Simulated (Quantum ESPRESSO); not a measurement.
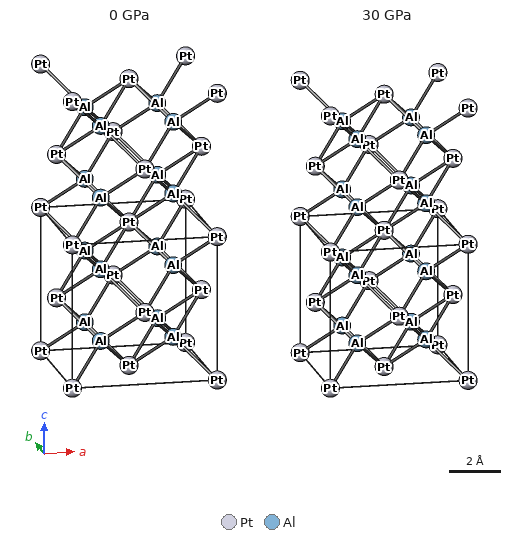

Crystalline Al2Pt (set up in Fm-3m), relaxed (cell and atoms) at several target pressures. The picture shows the first and the last member. A ball-and-stick model of the conventional cell (4 times the calculation's cell), repeated 1 × 1 × 2 with one cell outlined, seen slightly off an axis. Lengths and directions refer to the drawn axes.

Computed with Quantum ESPRESSO 7.5: PBEsol, GBRV 1.5 PBEsol. (plane-wave cutoff 707.5 eV; k-point mesh 8 × 8 × 8; occupations fermi-dirac; smearing width 0.05 eV; no spin polarisation)

| pressure (GPa) | volume (Å³/atom) | a (Å) |
| --- | --- | --- |
| 0 | 17.065 | 5.894 |
| 2 | 16.827 | 5.867 |
| 5 | 16.503 | 5.829 |
| 10 | ? | ? |
| 20 | 15.246 | 5.677 |
| 30 | 14.623 | 5.598 |

One row is withheld. What does the calculation give there?

Murnaghan's form V = V₀(1 + B′P/B₀)^(−1/B′), with V₀ = 17.065 Å³ from the row at zero pressure, fits the other rows with B₀ = 140 GPa and B′ = 4.07 (largest miss 0.005 Å³). At 10 GPa it gives 17.065 × (1 + 4.07 × 10/140)^(−1/4.07) = 16.028 Å³ per atom. The calculation gives 16.026 Å³/atom (a = 5.772 Å). The estimate is 0.002 Å³/atom too high. From the first member to the last: Al–Pt 2.552 → 2.424 Å.

The whole series:

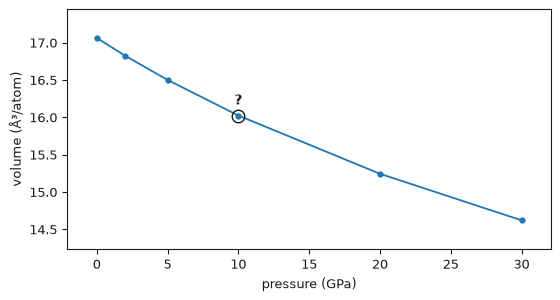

Each member starts from this one structure; whether another phase lies lower wasn't checked.
